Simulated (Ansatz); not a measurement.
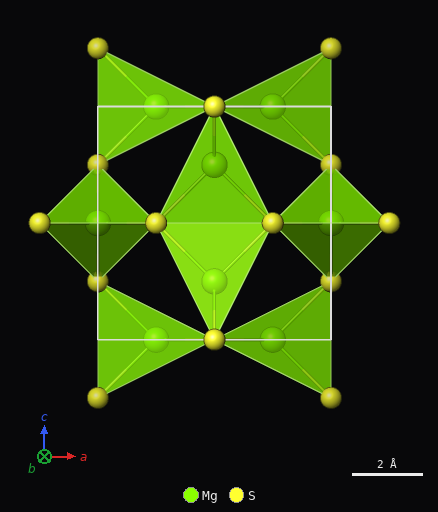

Starting structure of solid MgS (a generated structure, set up in Pm-3n) (coarse preliminary run). A polyhedral model of the cell of the calculation, seen along the b axis.

The calculation used DFT PBE, scalar-relativistic, plane waves, PAW (Ansatz 0.2.0).

Input file:
```yaml
crystal:
  lattice:
    - [6.70648356, 0.0, 0.0]
    - [0.0, 6.70648356, 0.0]
    - [0.0, 0.0, 6.70648356]
  atoms:
    - { symbol: Mg, position: [0.5, 0.0, 0.75] }
    - { symbol: Mg, position: [0.75, 0.5, 0.0] }
    - { symbol: Mg, position: [0.0, 0.75, 0.5] }
    - { symbol: Mg, position: [0.5, 0.0, 0.25] }
    - { symbol: Mg, position: [0.25, 0.5, 0.0] }
    - { symbol: Mg, position: [0.0, 0.25, 0.5] }
    - { symbol: S, position: [0.0, 0.5, 0.75] }
    - { symbol: S, position: [0.75, 0.0, 0.5] }
    - { symbol: S, position: [0.5, 0.75, 0.0] }
    - { symbol: S, position: [0.0, 0.5, 0.25] }
    - { symbol: S, position: [0.25, 0.0, 0.5] }
    - { symbol: S, position: [0.5, 0.25, 0.0] }
basis:
  ecutwfc: 420
kpoints:
  mp_grid: { grid: [4, 4, 4] }
hamiltonian:
  xc: pbe
scf:
  occupations: { method: gaussian, width: 0.1 }
  lower_state_search: "off"
output:
  forces: true
  stress: true
  eigenvalues: true
relax:
  adjacent_minimum: "off"
  f_tol: 0.04
  max_steps: 70
  cell: { stress_tol: 0.4 }
```

Run as
```bash
ansatz run input.yaml --threads 1 --pin off --max-ram 2560MiB --backend cpu --events-out ev --progress --plain --runs-dir out
```

Q: Where does the relaxation end?

A: The atoms keep their places relative to the cell (all moves are under 0.005 Å). The volume changes by +12.1 %, with a = b = c 6.706 → 6.968 Å (+3.9 %). Among the contacts that change: Mg1–S11 2.371 → 2.463 Å. The space group stays Pm-3n (No. 223). After 2 accepted moves (3 points after the start) the energy has fallen by 0.758 eV per cell of the calculation. All forces vanish by symmetry, so only the cell relaxes. Pressure: 6.89 GPa at the start and 0.34 GPa at the end. At 1 point the geometry stayed and the basis and grid were re-selected for the new cell (energy shift of 1.2 meV per cell of the calculation at most each time). Cost: 54 s on 1 thread of Arm Neoverse V1, with other jobs on the host, peak memory 0.52 GiB.

Step by step:

```tsv
step	E − E(0), meV/atom	pressure, GPa	volume, Å³/atom	note
0	0.00	6.89	25.136	
1	-54.79	2.23	27.124	
2	-63.08	0.33	28.189	
3	-63.18	0.34	28.189	same geometry, new basis
```

The structure at the end:

```
Mg S
1.0
     6.96763    0.00000    0.00000
     0.00000    6.96763    0.00000
     0.00000    0.00000    6.96763
Mg S
6 6
Direct
  0.50000 0.00000 0.75000
  0.75000 0.50000 0.00000
  0.00000 0.75000 0.50000
  0.50000 0.00000 0.25000
  0.25000 0.50000 0.00000
  0.00000 0.25000 0.50000
  0.00000 0.50000 0.75000
  0.75000 0.00000 0.50000
  0.50000 0.75000 0.00000
  0.00000 0.50000 0.25000
  0.25000 0.00000 0.50000
  0.50000 0.25000 0.00000
```

After the run, drawn alike:

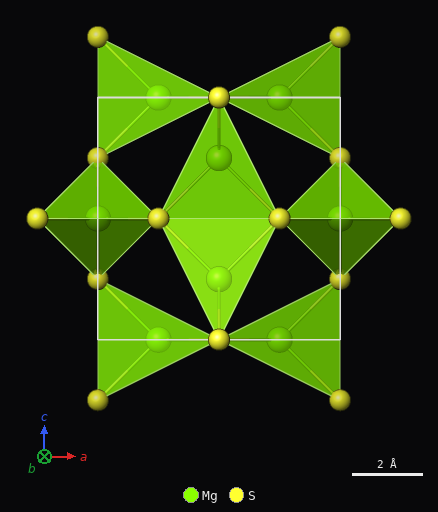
